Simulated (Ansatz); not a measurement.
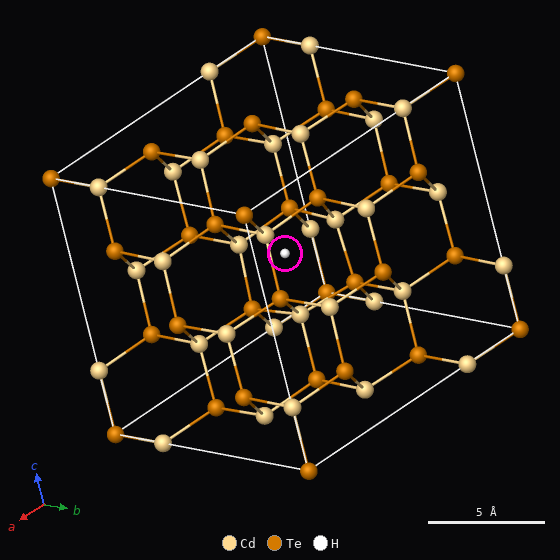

The crystal in a ball-and-stick representation, seen from a general direction. The edges of the supercell are marked. The host is CdTe, in a cell of 32 sites, and the cell carries a charge of +1. A ring marks the defect's site.

What imperfection does the supercell contain?

Answer. An interstitial hydrogen atom. It is bonded to no bonds drawn.

The atoms were relaxed in the host's cell with DFT PBE, scalar-relativistic, plane waves, PAW (Ansatz).
